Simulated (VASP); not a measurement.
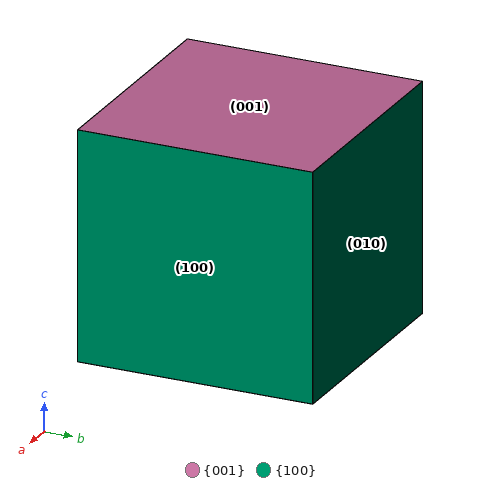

BaTiO₃, space group P4mm (No. 99), a = 3.985 Å, b = 3.985 Å, c = 4.111 Å, α = 90.00°, β = 90.00°, γ = 90.00°. BFDH (Bravais–Friedel–Donnay–Harker) growth shape, computed from the cell and space group alone: each face lies at a distance from the centre proportional to 1/d(hkl), with d taken for the first order that the space group does not extinguish. It ignores bonding, solvent and kinetics. Source: the geometry relaxed with VASP Kohn-Sham DFT of a periodic cell, PBE with D3(BJ), VASP PAW PBE potentials, recommended (VASP). Forms under 0.4 % of the area are left out. Forms are taken in the Laue class: a face and its opposite count as one form.

> Which form makes up most of the surface, and how much?

{100}, with 4 faces and about 66 % of the area; its spacing is d = 3.985 Å.

> Describe the habit.

It is roughly equant (blocky). Widths along a, b and c stand as 1.00 : 1.00 : 0.97.

> List the forms with their spacings and shares.

| form | faces | d (Å) | share of area (%) |
| --- | --- | --- | --- |
| {100} | 4 | 3.985 | 66.0 |
| {001} | 2 | 4.111 | 34.0 |
